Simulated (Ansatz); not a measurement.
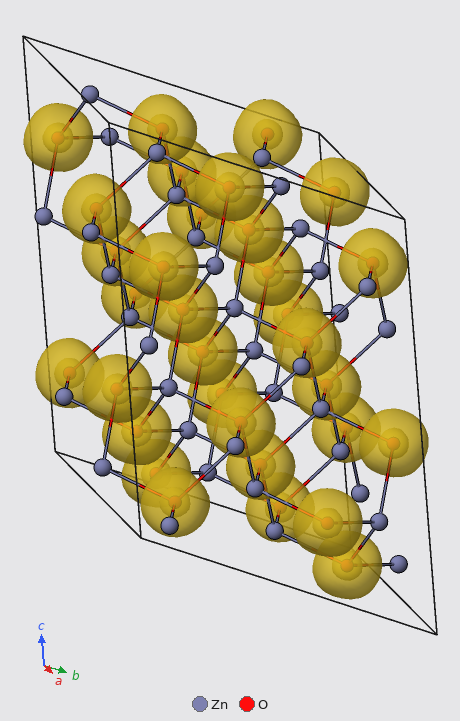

*ZnO. Isosurface of the electron localisation function at 0.7 (yellow), seen slightly off an axis. Only the valence region is drawn (cores and ρ < 0.01 e/Å³ removed). Sticks mark near contacts.*

Space group P6₃mc; a structure from a database of computed crystals, not necessarily the ambient phase.

Level of theory: Ansatz, DFT PBE, scalar-relativistic, plane waves, PAW.

Describe the localisation domains.

The surface consists of 32 regions wrapped around O (the valence shell of each), counted in one cell of 64 atoms. Regions shared between cells count once. Profiles from the grid: Zn–O (2.00 Å): the ELF peaks at about 0.85 in the valence shell of O, 0.6 Å from its nucleus, and is about 0.25 at the midpoint; no localised pair shows between them.
